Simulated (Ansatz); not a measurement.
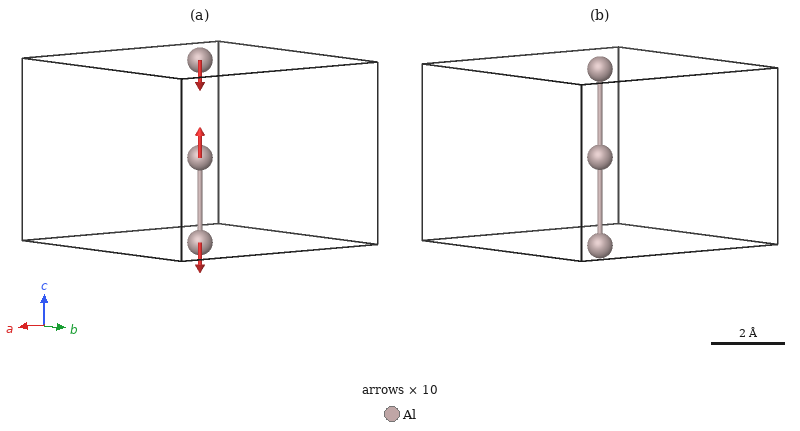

The structure of a wire of composition Al before (left) and after (right) a relaxation, at one scale. The red arrows give the displacements (the part carried along by the change of the cell is left out), 10 times their true length.

Style: ball-and-stick. Shown: the cell of the calculation, with the vacuum cut short, from a free direction.

Case: dimerised chain of atoms.

Computed with DFT r2SCAN, scalar-relativistic, plane waves, PAW in Ansatz. Set-up: plane-wave cutoff 500 eV; k-point mesh 1 × 1 × 13; occupations gaussian; smearing width 0.05 eV; collinear spin; cell relaxed at fixed a, b, alpha, beta, gamma; force threshold 0.01 eV/Å; at most 45 steps.

Summarise the run.

Answer. The energy falls by 0.142 eV per cell of the calculation in 3 accepted moves (4 points after the start). The largest force component goes from 1.3 to 0.0074 eV/Å. The SCF was repeated once at an unchanged geometry on a basis and grid sized afresh for the cell, which shifted the energy by 0.1 meV per cell of the calculation at most. The largest moves relative to the layer's centre, 0.087 Å, are those of Al atoms. Along the periodic axis the drawn cell goes c 5.081 → 4.921 Å (−3.2 %). Some distances before and after: Al–Al 2.718 → 2.459 Å, Al–Al 2.363 → 2.461 Å.

Limits of the set-up: the k-point mesh is coarse for a cell with partly filled bands.
